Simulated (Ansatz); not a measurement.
System: SrTiO$_{3}$.

The calculation's input:

```
crystal:
  lattice:
    - [3.91270131, 0.0, 0.0]
    - [0.0, 3.91270131, 0.0]
    - [0.0, 0.0, 3.91270131]
  atoms:
    - { symbol: Sr, position: [0.0, 0.0, 0.0] }
    - { symbol: Ti, position: [0.5, 0.5, 0.5] }
    - { symbol: O, position: [0.5, 0.0, 0.5] }
    - { symbol: O, position: [0.5, 0.5, 0.0] }
    - { symbol: O, position: [0.0, 0.5, 0.5] }
kpoints:
  mp_grid: { grid: [6, 6, 6] }
hamiltonian:
  xc: pbe
scf:
  occupations: { method: fermi_dirac, width: 0.02 }
relax:
  f_tol: 0.005
  cell: {}
output:
  write_density: true
  write_potential: true
  elf: true
  volumetric_format: npy
```

Launched as:

```sh
ansatz run input.yaml --threads 4 --pin off --max-ram 5529MiB --backend cpu --events-out ev --progress --plain --runs-dir out
```

Below, planes, directions and counts refer to the conventional cell (a = 3.94 Å, b = 3.94 Å, c = 3.94 Å, α = 90.00°, β = 90.00°, γ = 90.00°).

The fields are those of the relaxed geometry.

Space group Pm-3m; a structure from a database of computed crystals, not necessarily the ambient phase; started from the database structure prototype, which need not be the ambient phase; computed without spin polarisation.

Computed with DFT, PBE, plane waves, PAW in Ansatz 0.2.0.

### Predict the valence pseudo-density and electron localisation function between the atoms.

Ti–O (1.97 Å): ρ is about 0.68 e/Å³ halfway; the ELF peaks at about 0.85 in the valence shell of O, 0.6 Å from its nucleus, and is about 0.20 at the midpoint: no shared electron pair shows on this line.
Sr–O (2.78 Å): ρ at the midpoint is about 0.14 e/Å³; the ELF is about 0.05 at the midpoint (a closed-shell, largely ionic contact).

### Does the calculation make it a metal, or give it a gap?

It is gapped, with a Kohn–Sham gap of 1.8 eV on the k-point mesh, an upper bound to the gap of this method.

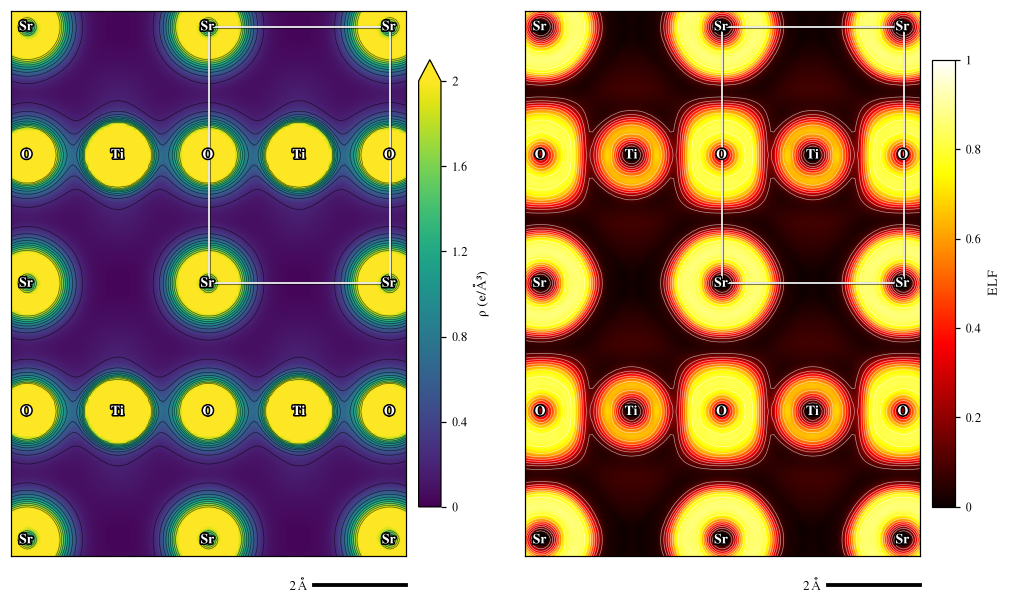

Computed valence pseudo-density and electron localisation function on the (11̄0) plane of the conventional cell, in this order. 

In a PAW calculation such maps are meaningful between the atoms, not at the nuclei.
